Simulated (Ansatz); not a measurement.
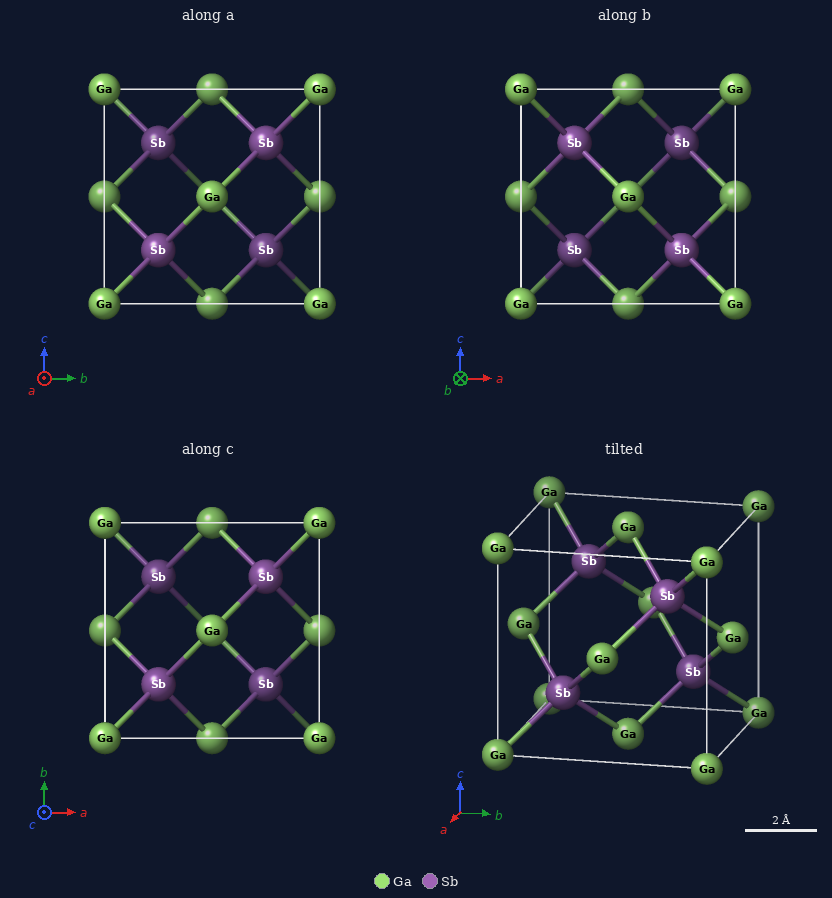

Ball-and-stick representation of a periodic structure, projected along the a axis, along the b axis, along the c axis and slightly off an axis. The frame is the drawn cell (a repeat of the simulation cell); atoms at its boundary are shown with their periodic copies.

Lattice parameters: a = 6.1023 Å, b = 6.1318 Å, c = 6.1023 Å, α = 90.000°, β = 90.000°, γ = 90.000°.

### Write down what is shown as a CIF in P1 with every atom of the cell.

```cif
data_structure
_symmetry_space_group_name_H-M 'P 1'
_symmetry_Int_Tables_number 1
_cell_length_a 6.1023
_cell_length_b 6.1318
_cell_length_c 6.1023
_cell_angle_alpha 90.000
_cell_angle_beta 90.000
_cell_angle_gamma 90.000
_cell_volume 228.34
loop_
_atom_site_label
_atom_site_type_symbol
_atom_site_fract_x
_atom_site_fract_y
_atom_site_fract_z
_atom_site_occupancy
Ga1 Ga 0.0000 0.0000 0.0000 1
Sb1 Sb 0.7500 0.2500 0.2500 1
Ga2 Ga 0.5000 0.0000 0.5000 1
Sb2 Sb 0.2500 0.2500 0.7500 1
Ga3 Ga 0.5000 0.5000 0.0000 1
Sb3 Sb 0.2500 0.7500 0.2500 1
Ga4 Ga 0.0000 0.5000 0.5000 1
Sb4 Sb 0.7500 0.7500 0.7500 1
```

The structure comes from a structure type filled with these elements by a generator (whether the compound takes this form wasn't checked). The cell was then strained or its atoms displaced on purpose. A calculation with Ansatz used it as input.
